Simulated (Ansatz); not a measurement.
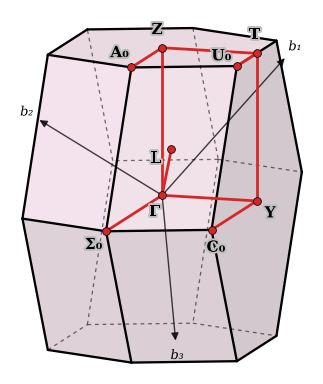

Crystal: BN, coordinates from a relaxation with Ansatz, DFT LDA, scalar-relativistic, plane waves, PAW. The first Brillouin zone and its special points. The drawing is computed from the coordinates (standard cell, symmetry found to 0.002 Å).

Space group No. 42, Fmm2; a = 2.490 Å, b = 6.556 Å, c = 4.307 Å, α = 90.00°, β = 90.00°, γ = 90.00°.

Labels and path follow the convention of Hinuma et al. (2017), as computed by seekpath; the arrows show the directions of the reciprocal primitive vectors b₁, b₂, b₃, in which coordinates are given; lengths include the factor 2π.

> List the special points with their coordinates and distances from Γ.

```
point   k₁     k₂     k₃  length of k (1/Å)
    Γ    0      0      0              0.000
    T    1    1/2    1/2              1.746
    Z  1/2    1/2      0              1.459
    Y  1/2      0    1/2              0.958
   Σ₀    0  0.370  0.370              1.865
   U₀    1  0.630  0.630              1.865
   A₀  1/2  0.702  0.202              1.781
   C₀  1/2  0.298  0.798              1.781
    L  1/2    1/2    1/2              1.534
```

> What is the zone's volume?

(2π)³ over the primitive cell's volume of 17.58 Å³: 14.1 Å⁻³.
